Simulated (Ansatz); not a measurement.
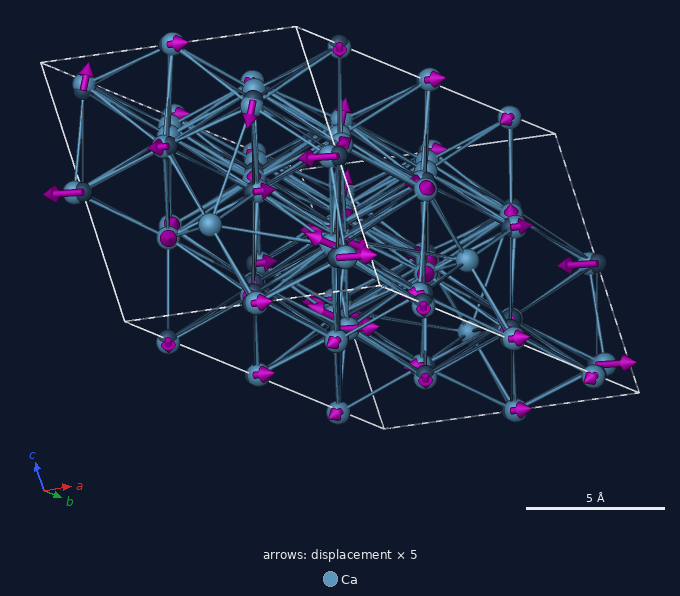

This is a relaxation of a defect cell of composition Ca (started half-way along a vacancy jump, in the symmetry of that start). The starting structure is drawn faded, the final one solid; purple arrows show the displacements, 5 times their true length.

The picture is a ball-and-stick view of the conventional cell (2 times the calculation's cell), seen from a free direction. Lengths and directions refer to the drawn axes.

Level of theory: Ansatz 0.2.0, DFT PBE, scalar-relativistic, plane waves, PAW. Settings: plane-wave cutoff 420 eV; k-point mesh 4 × 4 × 4; occupations gaussian; smearing width 0.1 eV; no spin polarisation; atoms relaxed in a fixed cell; force threshold 0.02 eV/Å; at most 60 steps.

> Describe the change and its energy.

The largest moves, 0.34 Å, are those of Ca atoms. The cell stays as it was. Among the contacts that change: Ca–Ca 4.370 → 3.995 Å, Ca–Ca 4.391 → 4.113 Å, Ca–Ca 4.774 → 4.506 Å, Ca–Ca 3.797 → 4.048 Å. Bond angles that change, for instance: Ca–Ca–Ca 117.0° → 114.8°, Ca–Ca–Ca 63.0° → 65.2°. The energy falls by 0.425 eV per cell of the calculation in 3 geometry steps. The largest force component goes from 0.27 to 0.0051 eV/Å.
